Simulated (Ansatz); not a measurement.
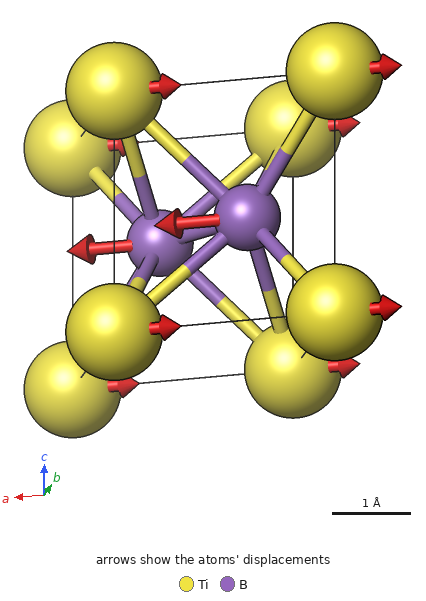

One vibrational mode of a crystal of TiB2 at the zone centre. The red arrows are the displacements of the atoms (eigenvector over the root of the mass), of arbitrary overall length and sign. A ball-and-stick model of the cell of the calculation, seen from a free direction.

Theory: DFT PBE, scalar-relativistic, plane waves, PAW (Ansatz).

Input
```yaml
crystal:
  lattice:
    - [3.0327341902, 0.0, 0.0]
    - [-1.5163670951, 2.6264248517, 0.0]
    - [0.0, 0.0, 3.2241244547]
  atoms:
    - { symbol: Ti, position: [0.0, 0.0, 0.0] }
    - { symbol: B, position: [0.3333333333, 0.6666666667, 0.5] }
    - { symbol: B, position: [0.6666666667, 0.3333333333, 0.5] }
basis:
  ecutwfc: 420
kpoints:
  mp_grid: { grid: [18, 18, 14] }
hamiltonian:
  xc: pbe
scf:
  occupations: { method: fermi_dirac, width: 0.15 }
output:
  eigenvalues: true
phonons:
  method: dfpt
  eigenvectors: true
  qmesh: [3, 3, 2]
  temperatures: { t_max: 1000, t_step: 100 }
  qpath:
    path:
      - [[0.0, 0.0, 0.0], [0.5, 0.0, 0.0], [0.33333333, 0.33333333, 0.0], [0.0, 0.0, 0.0], [0.0, 0.0, 0.5], [0.5, 0.0, 0.5], [0.33333333, 0.33333333, 0.5], [0.0, 0.0, 0.5]]
      - [[0.5, 0.0, 0.5], [0.5, 0.0, 0.0]]
      - [[0.33333333, 0.33333333, 0.5], [0.33333333, 0.33333333, 0.0]]
    npoints: 8
```

Command:
```bash
ansatz run input.yaml --threads 1 --pin off --max-ram 2560MiB --backend cpu --events-out ev --progress --plain --runs-dir out
```

The frequencies depend somewhat on the k-mesh and the smearing.

> Describe the mode and give its frequency.

This is the E₁u mode (doubly degenerate; one member of the set is drawn) at 509 cm⁻¹, the lowest optical level, infrared-active by symmetry. The B sublattice moves against the Ti sublattice, along a; the kinetic energy is shared as B 69 %, Ti 31 %. The crystal is a metal, so free carriers screen the infrared response.
